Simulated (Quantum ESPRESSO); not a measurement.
W2C: single-point calculation

W2C (P-3m1, 3 atoms in the cell), computed with Kohn-Sham DFT of a periodic cell, PBE, SPMS 1.0 PBE, no spin polarisation (Quantum ESPRESSO 7.5).

The structure derives from a Materials Project entry.

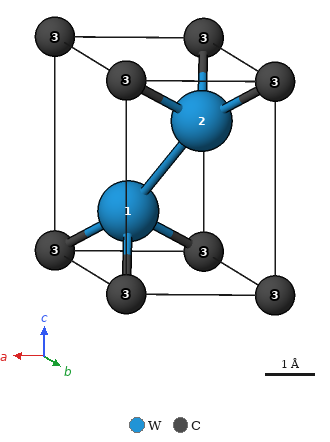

**Figure 1.** The structure as given in the input (ball-and-stick view of the cell of the calculation, seen at an oblique angle; atoms are numbered from 1 in the order of the input).

Input:
```
&CONTROL
  calculation = 'scf'
  prefix = 'pwscf'
  outdir = './tmp'
  pseudo_dir = './pseudo'
  tprnfor = .true.
  tstress = .true.
  disk_io = 'nowf'
/
&SYSTEM
  ibrav = 0
  nat = 3
  ntyp = 2
  ecutwfc = 70
  nbnd = 24
  occupations = 'smearing'
  smearing = 'fd'
  degauss = 0.00367493
/
&ELECTRONS
  conv_thr = 6d-10
  electron_maxstep = 120
  mixing_beta = 0.5
/
ATOMIC_SPECIES
W    183.8400 74_W_14_2.3_2.5_pbe_n_v1.0.upf
C     12.0110 06_C_4_1.2_1.2_pbe_n_v1.0.upf
CELL_PARAMETERS angstrom
   3.0700456420    0.0000000000    0.0000000000
  -1.5350228210    2.6587375167    0.0000000000
   0.0000000000    0.0000000000    4.6784280000
ATOMIC_POSITIONS crystal
W      0.6666666667    0.3333333333    0.2536690000
W      0.3333333333    0.6666666667    0.7463310000
C      0.0000000000    0.0000000000    0.0000000000
K_POINTS automatic
4 4 2 0 0 0
```

Machine: 2 threads of AMD EPYC (Zen 3), 24 GiB of memory available, shared host.

Command:
```bash
OMP_NUM_THREADS=1 mpirun -n 2 pw.x -nk 2 -in pw.in > pw.out
```

What the program printed:
```
This program is part of the open-source Quantum ESPRESSO suite
     for quantum simulation of materials; please cite
         "P. Giannozzi et al., J. Phys.:Condens. Matter 21 395502 (2009);
         "P. Giannozzi et al., J. Phys.:Condens. Matter 29 465901 (2017);
         "P. Giannozzi et al., J. Chem. Phys. 152 154105 (2020);
          URL
     in publications or presentations arising from this work. More details at

     Message from routine setup:
     using ibrav=0 with symmetry is DISCOURAGED, use correct ibrav instead

     K-points division:     npool     =       2
     Subspace diagonalization in iterative solution of the eigenvalue problem:
     a serial algorithm will be used

     G-vector sticks info
     --------------------
     sticks:   dense  smooth     PW     G-vecs:    dense   smooth      PW
     Sum         649     649    199                20375    20375    3271

     Using Slab Decomposition

     bravais-lattice index     =            0
     lattice parameter (alat)  =       5.8015  a.u.
     unit-cell volume          =     257.7014 (a.u.)^3
     number of atoms/cell      =            3
     number of atomic types    =            2
     number of electrons       =        32.00
     number of Kohn-Sham states=           24
     kinetic-energy cutoff     =      70.0000  Ry
     charge density cutoff     =     280.0000  Ry
     scf convergence threshold =      6.0E-10
     mixing beta               =       0.5000
     number of iterations used =            8  plain     mixing
     Exchange-correlation= PBE
                           (   1   4   3   4   0   0   0)

     celldm(1)=   5.801545  celldm(2)=   0.000000  celldm(3)=   0.000000
     celldm(4)=   0.000000  celldm(5)=   0.000000  celldm(6)=   0.000000

     crystal axes: (cart. coord. in units of alat)
               a(1) = (   1.000000   0.000000   0.000000 )
               a(2) = (  -0.500000   0.866025   0.000000 )
               a(3) = (   0.000000   0.000000   1.523895 )

     reciprocal axes: (cart. coord. in units 2 pi/alat)
               b(1) = (  1.000000  0.577350 -0.000000 )
               b(2) = (  0.000000  1.154701  0.000000 )
               b(3) = (  0.000000 -0.000000  0.656213 )

     PseudoPot. # 1 for W  read from file:
     74_W_14_2.3_2.5_pbe_n_v1.0.upf
     Pseudo is Norm-conserving + core correction, Zval = 14.0
     Generated using ONCVPSP code by D. R. Hamann
     Using radial grid of 1408 points,  8 beta functions with:
                l(1) =   0
                l(2) =   0
                l(3) =   1
                l(4) =   1
                l(5) =   2
                l(6) =   2
                l(7) =   3
                l(8) =   3

     PseudoPot. # 2 for C  read from file:
     06_C_4_1.2_1.2_pbe_n_v1.0.upf
     Pseudo is Norm-conserving + core correction, Zval =  4.0
     Generated using ONCVPSP code by D. R. Hamann
     Using radial grid of 1246 points,  4 beta functions with:
                l(1) =   0
                l(2) =   0
                l(3) =   1
                l(4) =   1

     atomic species   valence    mass     pseudopotential
     W                14.00   183.84000     W ( 1.00)
     C                 4.00    12.01100     C ( 1.00)

     12 Sym. Ops., with inversion, found

   Cartesian axes

     site n.     atom                  positions (alat units)
         1        W      tau(   1) = (   0.5000000   0.2886751   0.3865650  )
         2        W      tau(   2) = (  -0.0000000   0.5773503   1.1373303  )
         3        C      tau(   3) = (   0.0000000   0.0000000   0.0000000  )

     number of k points=     8  Fermi-Dirac smearing, width (Ry)=  0.0037
                       cart. coord. in units 2pi/alat
        k(    1) = (   0.0000000   0.0000000   0.0000000), wk =   0.0625000
        k(    2) = (   0.0000000   0.0000000  -0.3281065), wk =   0.0625000
        k(    3) = (   0.0000000   0.2886751   0.0000000), wk =   0.3750000
        k(    4) = (   0.0000000   0.2886751  -0.3281065), wk =   0.3750000
        k(    5) = (   0.0000000  -0.5773503   0.0000000), wk =   0.1875000
        k(    6) = (   0.0000000  -0.5773503  -0.3281065), wk =   0.1875000
        k(    7) = (   0.2500000   0.4330127   0.0000000), wk =   0.3750000
        k(    8) = (   0.2500000   0.4330127  -0.3281065), wk =   0.3750000

     Dense  grid:    20375 G-vectors     FFT dimensions: (  32,  32,  48)

     Initial potential from superposition of free atoms

     starting charge      31.9989, renormalised to      32.0000
     Starting wfcs are   24 randomized atomic wfcs

     Self-consistent Calculation

     iteration #  1     ecut=    70.00 Ry     beta= 0.50
     Davidson diagonalization with overlap
     ethr =  1.00E-02,  avg # of iterations =  4.6

     total energy              =    -315.31461958 Ry
     estimated scf accuracy    <       0.55426853 Ry

     iteration #  2     ecut=    70.00 Ry     beta= 0.50
     Davidson diagonalization with overlap
     ethr =  1.73E-03,  avg # of iterations =  2.1

     total energy              =    -315.44268958 Ry
     estimated scf accuracy    <       0.46619447 Ry

     iteration #  3     ecut=    70.00 Ry     beta= 0.50
     Davidson diagonalization with overlap
     ethr =  1.46E-03,  avg # of iterations =  2.0

     total energy              =    -315.53124249 Ry
     estimated scf accuracy    <       0.00805303 Ry

     iteration #  4     ecut=    70.00 Ry     beta= 0.50
     Davidson diagonalization with overlap
     ethr =  2.52E-05,  avg # of iterations =  3.1

     total energy              =    -315.53240839 Ry
     estimated scf accuracy    <       0.00103785 Ry

     iteration #  5     ecut=    70.00 Ry     beta= 0.50
     Davidson diagonalization with overlap
     ethr =  3.24E-06,  avg # of iterations =  2.6

     total energy              =    -315.53248900 Ry
     estimated scf accuracy    <       0.00009236 Ry

     iteration #  6     ecut=    70.00 Ry     beta= 0.50
     Davidson diagonalization with overlap
     ethr =  2.89E-07,  avg # of iterations =  2.0

     total energy              =    -315.53251550 Ry
     estimated scf accuracy    <       0.00002611 Ry

     iteration #  7     ecut=    70.00 Ry     beta= 0.50
     Davidson diagonalization with overlap
     ethr =  8.16E-08,  avg # of iterations =  1.4

     total energy              =    -315.53251854 Ry
     estimated scf accuracy    <       0.00000046 Ry

     iteration #  8     ecut=    70.00 Ry     beta= 0.50
     Davidson diagonalization with overlap
     ethr =  1.42E-09,  avg # of iterations =  2.4

     total energy              =    -315.53251870 Ry
     estimated scf accuracy    <       0.00000011 Ry

     iteration #  9     ecut=    70.00 Ry     beta= 0.50
     Davidson diagonalization with overlap
     ethr =  3.40E-10,  avg # of iterations =  1.9

     total energy              =    -315.53251871 Ry
     estimated scf accuracy    <          4.3E-09 Ry

     iteration # 10     ecut=    70.00 Ry     beta= 0.50
     Davidson diagonalization with overlap
     ethr =  1.33E-11,  avg # of iterations =  2.4

     total energy              =    -315.53251871 Ry
     estimated scf accuracy    <          1.1E-09 Ry

     iteration # 11     ecut=    70.00 Ry     beta= 0.50
     Davidson diagonalization with overlap
     ethr =  3.48E-12,  avg # of iterations =  3.1

     End of self-consistent calculation

          k = 0.0000 0.0000 0.0000 (  2549 PWs)   bands (ev):

   -53.7160 -53.6407 -18.3527 -17.8055 -17.8055 -17.6716 -17.6716 -17.4685
     6.5026  12.6882  15.6843  15.6843  17.1253  19.6601  19.7364  19.7364
    20.0595  20.0595  21.6605  21.6605  22.6662  27.8731  28.5091  28.5091

          k = 0.0000 0.0000-0.3281 (  2568 PWs)   bands (ev):

   -53.6807 -53.6762 -17.9433 -17.9059 -17.7471 -17.7471 -17.7304 -17.7304
     7.0696  11.9245  15.3682  15.3682  17.8753  18.3217  18.8094  18.8094
    22.1490  22.1490  22.7435  22.7435  24.3958  25.4480  25.7118  25.7118

          k = 0.0000 0.2887 0.0000 (  2531 PWs)   bands (ev):

   -53.6926 -53.6365 -18.2091 -18.0496 -17.9061 -17.8940 -17.6950 -17.5476
     7.4964  13.4531  14.2211  15.6612  16.9890  17.7404  18.8062  20.0706
    21.2749  21.3260  23.3863  23.4141  25.7242  26.7902  27.4165  29.9454

          k = 0.0000 0.2887-0.3281 (  2554 PWs)   bands (ev):

   -53.6663 -53.6629 -18.1477 -18.0979 -17.8016 -17.7890 -17.7434 -17.7304
     7.6644  13.2406  14.5867  15.7031  17.1258  17.5457  18.4049  20.0042
    21.8339  21.9163  22.2254  22.7170  25.2944  27.4883  27.5050  28.8150

          k = 0.0000-0.5774 0.0000 (  2542 PWs)   bands (ev):

   -53.6632 -53.6382 -18.2946 -18.1251 -17.9893 -17.9731 -17.7265 -17.6996
     8.3277  12.7366  15.2977  15.3266  15.6866  17.6925  19.3532  22.4794
    23.3385  23.6675  24.1308  24.2991  24.5967  24.8770  27.6827  29.4759

          k = 0.0000-0.5774-0.3281 (  2544 PWs)   bands (ev):

   -53.6514 -53.6500 -18.3491 -18.3297 -17.8553 -17.8470 -17.7153 -17.7021
     8.1981  12.7354  14.9675  15.8342  17.0152  18.4695  18.6526  20.6412
    21.3707  23.1043  23.6557  23.9352  24.2914  27.5650  28.2185  29.6544

          k = 0.2500 0.4330 0.0000 (  2544 PWs)   bands (ev):

   -53.6632 -53.6381 -18.2092 -18.1126 -17.9918 -17.9636 -17.8417 -17.6972
     8.3124  13.4226  14.8898  15.4529  16.7965  17.0829  18.0575  21.6446
    22.3605  23.2692  23.5530  24.5212  24.7550  26.6368  28.5048  30.5271

          k = 0.2500 0.4330-0.3281 (  2548 PWs)   bands (ev):

   -53.6514 -53.6499 -18.2656 -18.2417 -17.9869 -17.9809 -17.6675 -17.6640
     8.3127  13.7363  14.0920  15.2192  17.8610  18.2365  18.3008  19.9740
    21.0679  23.0156  23.6310  24.3012  25.8139  26.7574  28.6418  29.8744

     the Fermi energy is    21.1931 ev

!    total energy              =    -315.53251871 Ry
     estimated scf accuracy    <          1.1E-11 Ry
     smearing contrib. (-TS)   =      -0.00140477 Ry
     internal energy E=F+TS    =    -315.53111394 Ry

     The total energy is F=E-TS. E is the sum of the following terms:
     one-electron contribution =     -38.43526964 Ry
     hartree contribution      =      37.98234897 Ry
     xc contribution           =     -68.64724879 Ry
     ewald contribution        =    -246.43094448 Ry

     convergence has been achieved in  11 iterations

     Forces acting on atoms (cartesian axes, Ry/au):

     atom    1 type  1   force =    -0.00000000   -0.00000000   -0.02953249
     atom    2 type  1   force =     0.00000000   -0.00000000    0.02953249
     atom    3 type  2   force =     0.00000000    0.00000000    0.00000000

     Total force =     0.041765     Total SCF correction =     0.000024

     Computing stress (Cartesian axis) and pressure

          total   stress  (Ry/bohr**3)                   (kbar)     P=      -20.73
   0.00019683   0.00000000   0.00000000           28.95        0.00        0.00
   0.00000000   0.00019683   0.00000000            0.00       28.95        0.00
   0.00000000   0.00000000  -0.00081645            0.00        0.00     -120.10

=------------------------------------------------------------------------------=
   JOB DONE.
=------------------------------------------------------------------------------=
```

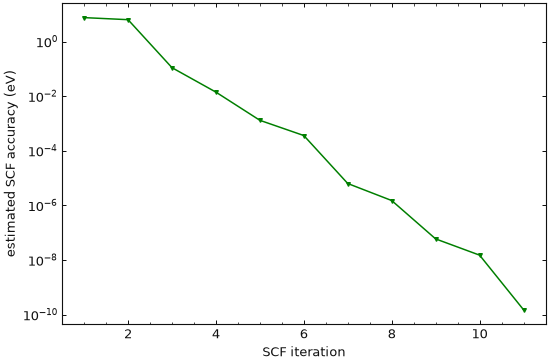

**Figure 2.** Convergence of the self-consistent field: estimated SCF accuracy against the iteration. The field takes 11 iterations in all.

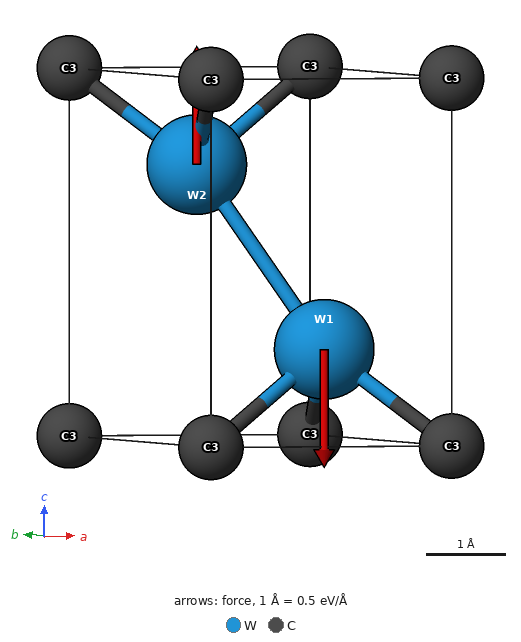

**Figure 3.** Forces on the atoms as red arrows (ball-and-stick view of the cell of the calculation, seen at an oblique angle; atoms are numbered from 1 in the order of the input). The largest act on W1, W2 (0.76 eV/Å). 

Results in brief:

| quantity | value |
| --- | --- |
| outcome | converged |
| space group (tolerance 0.01 Å) | P-3m1 (164) |
| electrons treated | 32 |
| free energy | −4293.0386 eV |
| Fermi energy | 21.193 eV |
| gap on the k-point mesh | none (metallic) |
| pressure | −2.07 GPa |
| largest force (length of the vector) | 0.759 eV/Å |
| wall time | 5.1 s (CPU time 9.8 s) |
| peak memory | 0.14 GiB |

Notes:

Points of doubt noted for this run: coarse mesh. Spin–orbit coupling is left out, which matters for W. The k-point mesh is coarse for a cell of this size, so the results may not be converged.
